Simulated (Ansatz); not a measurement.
**Energy of BaS along an even scaling of the cell**

System: BaS (Fm-3m, 2 atoms in the cell).
Method: DFT PBEsol, scalar-relativistic, plane waves, PAW, no spin polarisation (Ansatz 0.2.0).

The 6 runs differ only in the geometry, by an even scaling of the cell at fixed fractional positions. The structure derives from an entry of the Crystallography Open Database.

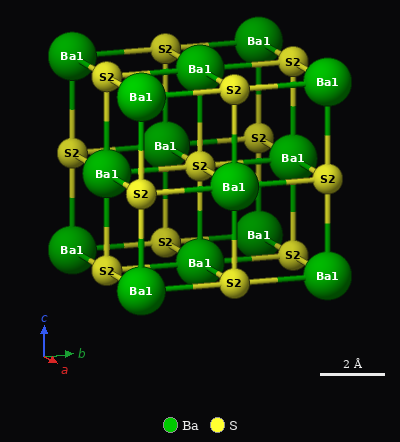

Figure 1. The structure of run 4 (ball-and-stick view of the cell 4 times as large as that of the calculation, set on its symmetry axes, seen slightly off an axis; atoms are numbered from 1 in the order of the input).

### Input of run 4
```yaml
crystal:
  lattice:
    - [0.0, 3.1445142329, 3.1445142329]
    - [3.1445142329, 0.0, 3.1445142329]
    - [3.1445142329, 3.1445142329, 0.0]
  atoms:
    - { symbol: Ba, position: [0.0, 0.0, 0.0] }
    - { symbol: S, position: [0.5, 0.5, 0.5] }
basis:
  ecutwfc: 420
kpoints:
  mp_grid: { grid: [8, 8, 8] }
hamiltonian:
  xc: pbesol
scf:
  occupations: { method: fixed }
output:
  eigenvalues: true
phonons:
  method: dfpt
  dielectric: true
  rigid_motions: translations
  eigenvectors: true
```

Command:
```bash
ansatz run input.yaml --threads 1 --pin off --max-ram 1228MiB --backend cpu --events-out ev --progress --plain --runs-dir out
```

Lattice vectors (Å) and fractional positions of run 4:
```
   0.000000    3.144514    3.144514
   3.144514    0.000000    3.144514
   3.144514    3.144514    0.000000
Ba  0.000000  0.000000  0.000000
S   0.500000  0.500000  0.500000
```

Run 5 differs from it as follows:
```diff
-    - [0.0, 3.1445142329, 3.1445142329]
-    - [3.1445142329, 0.0, 3.1445142329]
-    - [3.1445142329, 3.1445142329, 0.0]
+    - [0.0, 3.1657615952, 3.1657615952]
+    - [3.1657615952, 0.0, 3.1657615952]
+    - [3.1657615952, 3.1657615952, 0.0]
```

### Results, with one run withheld

```tsv
run	volume per atom (Å³)	free energy per atom, from the lowest run given (meV)	gap on the mesh (eV)
1	24.395	395.05	1.07
2	26.938	139.92	1.60
3	29.054	36.78	1.86
4	31.093	0.19	2.00
5	31.727	?	?
6	32.362	0.00	2.07
```

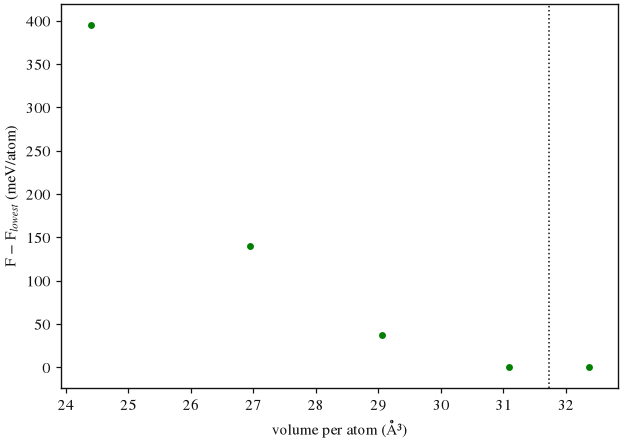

Figure 2. Free energy per atom of the runs given; the dotted line marks run 5.

Fit the runs given and predict run 5.

A cubic polynomial in V^(−2/3) (the Birch–Murnaghan form), fitted to the 5 runs given, misses them by at most 0.02 meV per atom. With x = V^(−2/3) − 0.10712 Å⁻², it reads F = 55.487 + 15703 x + 1.0926e+06 x² + 2.1613e+06 x³ (meV per atom). At run 5 it gives −1.76 meV per atom, and the run itself gives −1.75. The fit has its minimum at 31.730 Å³ per atom, where V d²F/dV² gives 46.7 GPa: the bulk modulus at this level, since symmetry fixes the shape and the positions. The gap on the mesh goes, without turning, from 1.07 eV in run 1 to 2.07 eV in run 6; run 5 has 2.04 eV. These are gaps of this functional on this mesh, which can miss the band edges; they aren't the measured gap.

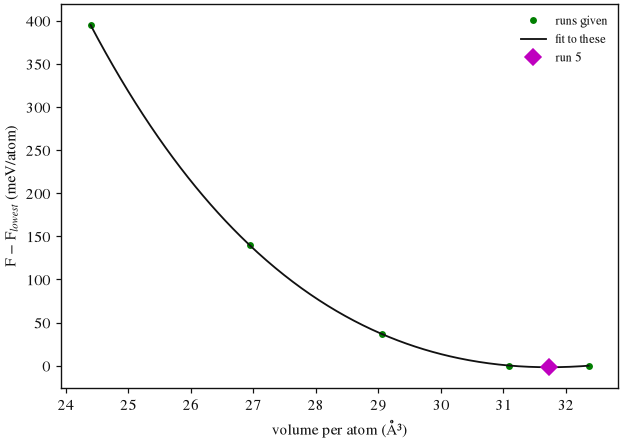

Figure 3. The fit and the withheld run.

### Output, shortened to warnings, some set-up lines, iterations and results (run 5)
```
Basis set: ecut = 420 eV, 1243 PW (Γ), exchange–correlation on 60×60×60 points (8 copies of the dense FFT grid, shifted against one another)
Symmetry: 48 space group operations
k-points: 59 of 512 (irreducible under 8 space group operations, time reversal used)
Initial density: superposition of atomic densities (neutral atoms: chi_scale 0, normalization atom), corrected by the library's trained network
[...]
SCF iter   1: F=—  HF=-6751.806680 eV  |F-HF|=—  |Δ(HF+E_count)|=         —  Δρ=4.60e-3  dr2=2.93e-2  ethr=1.77e-3  ⟨swp⟩=6.0  Hψ=4278  notcnv=0  defer=94
SCF iter   2: F=—  HF=-6751.799046 eV  |F-HF|=—  |Δ(HF+E_count)|=   7.63e-3  Δρ=1.87e-3  dr2=3.19e-3  ethr=1.83e-4  ⟨swp⟩=2.9  Hψ=1612  notcnv=0  defer=112
SCF iter   3: F=—  HF=-6751.798077 eV  |F-HF|=—  |Δ(HF+E_count)|=   9.69e-4  Δρ=5.77e-4  dr2=1.75e-4  ethr=1.99e-5  ⟨swp⟩=2.9  Hψ=1125  notcnv=0  defer=114
SCF iter   4: F=—  HF=-6751.798092 eV  |F-HF|=—  |Δ(HF+E_count)|=   1.58e-5  Δρ=6.16e-5  dr2=1.44e-6  ethr=1.09e-6  ⟨swp⟩=2.0  Hψ=1124  notcnv=0  defer=106
SCF iter   5: F=—  HF=-6751.798093 eV  |F-HF|=—  |Δ(HF+E_count)|=   5.56e-7  Δρ=1.60e-5  dr2=2.74e-7  ethr=8.98e-9  ⟨swp⟩=2.0  Hψ=1130  notcnv=0  defer=17
SCF iter   6: F=—  HF=-6751.798093 eV  |F-HF|=—  |Δ(HF+E_count)|=   9.75e-8  Δρ=2.37e-6  dr2=6.13e-9  ethr=1.71e-9  ⟨swp⟩=2.8  Hψ=1180  notcnv=0  defer=17
SCF iter   7: F=-6751.798093 eV  HF=-6751.798093 eV  |F-HF|=1.36e-11  |Δ(HF+E_count)|=  8.23e-10  Δρ=2.03e-7  dr2=3.88e-11  ethr=1.00e-12  ⟨swp⟩=7.9  Hψ=6203  notcnv=0
SCF 1 converged in 7 iterations: F = -6751.798093 eV  dr2 = 3.88e-11
SCF iter   1: F=—  HF=-6751.796954 eV  |F-HF|=—  |Δ(HF+E_count)|=         —  Δρ=4.30e-5  dr2=1.88e-7  ethr=1.00e-1
SCF iter   2: F=-6751.796955 eV  HF=-6751.796955 eV  |F-HF|=1.94e-7  |Δ(HF+E_count)|=   5.59e-7  Δρ=2.19e-5  dr2=4.57e-8  ethr=1.17e-9
SCF 1 converged in 2 iterations: F = -6751.796955 eV  dr2 = 4.57e-8
DFPT response loops at Γ: mixed as the last ones told, above
SCF converged after 7 iterations
Free energy (F): -6751.798093 eV
Harris-Foulkes:  -6751.798093 eV  (|F-HF|=1.36e-11)
Internal energy: -6751.798093 eV  (E = F + TS)
E sigma→0 (E₀):  -6751.798093 eV
Fermi energy:    5.927901 eV
--- Per-component energies (eV) ---
  E_band       = -48.029093
  E_kinetic    = 276.547057
  E_local      = -392.573467  (includes V_loc(G=0)·N_el)
  E_nonlocal   = 86.763474
  E_hartree    = 123.871867
  E_xc         = -264.214582
  E_vxc        = -224.558595  (∫ρ·V_xc dr)
  E_paw        = -5724.651334  (= ΣΔE_a)
  E_vpaw       = -41.951414  (= ΣTr[D̂ρ^β])
  E_aug_tail   = -0.000000  (compensation charges beyond the density's cutoff)
  E_ewald      = -857.754490
  E_core_change = 0.213382  (= ΣΔE_core)
  E_smearing   = -0.000000  (= −TS)
  E_closure    = -0.000000  (closes the sum)
  Σ components = -6751.798093   (vs F -6751.798093, Δ=0.00e0)
--- Phonons (Γ-DFPT): 2 representative perturbations + reference, on 59 of 512 k-points (Σ response iterations 6) ---
  k mesh reduced under 8 symmetry operations, with k and −k counted as one. Each operation leaves every solved perturbation unchanged. A smaller set is not considered because the run solves the response to a homogeneous field
  ASR residual: 1.415e-4 → 0.000e0 eV/Å²; symmetrization residual: 1.942e-6 eV/Å²
  ASR residual per site (eV/Å²): 1.41e-4 1.18e-4
  Γ frequencies (cm⁻¹): 0.00 0.00 0.00 144.90 144.90 144.90
  ε∞ (high-frequency dielectric tensor):
        4.989870    -0.000000     0.000000
       -0.000000     4.989870     0.000000
        0.000000     0.000000     4.989870
  ε⁰ (static dielectric tensor: ions relaxed, cell fixed):
       14.722937    -0.000000     0.000000
       -0.000000    14.722937    -0.000000
        0.000000    -0.000000    14.722937
  ε⁰ − ε∞ (ionic part):
        9.733067    -0.000000     0.000000
       -0.000000     9.733067    -0.000000
        0.000000    -0.000000     9.733067
  softest optical mode at Γ: 144.90 cm⁻¹; the repairs (sum rule, projections) moved no ω² at Γ by more than (1.05 cm⁻¹)²
  Born effective charges Z* (e; rows j = field, columns β = displacement):
    site 0:
         2.61713    0.00000    0.00000
        -0.00000    2.61713    0.00000
         0.00000   -0.00000    2.61713
    site 1:
        -2.61713   -0.00000   -0.00000
         0.00000   -2.61713   -0.00000
        -0.00000    0.00000   -2.61713
  Z* charge neutrality: 2.084e-3 e pre-enforcement
  solved inside a basis spanned on kpoints, on 8×8×8 k-points, its susceptibility summed on 12×12×12: ε∞ is read to err by 1.4e-2, Z* by 1.2e-2 e (field_mesh: kpoints solves on kpoints); Z* is corrected for what the basis lacks
[...]
```
